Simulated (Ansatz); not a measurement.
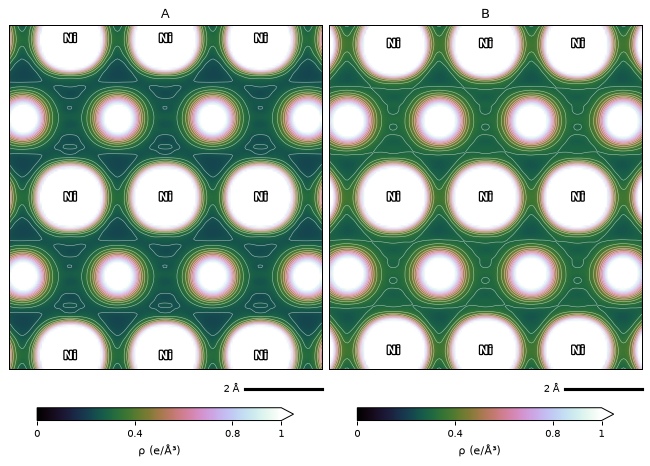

Ni. The valence charge density (pseudo) of two cells that differ in size, on the (100) plane of each (indices in the axes of the calculation cell), at one length scale and on one colour scale: A has 11.2 Å³ an atom and B 10.1.

Method: Kohn-Sham DFT of a periodic cell, HSE06, Ansatz PAW in Ansatz.

In a PAW calculation such maps are meaningful between the atoms, not at the nuclei.

> What does the compression do to the bonding and the properties?

From the larger cell to the smaller, Ni–Ni goes from 2.50 to 2.41 Å, and the density at its midpoint from 0.32 to 0.37 e/Å³; the pressure goes from 6 to 21 GPa.
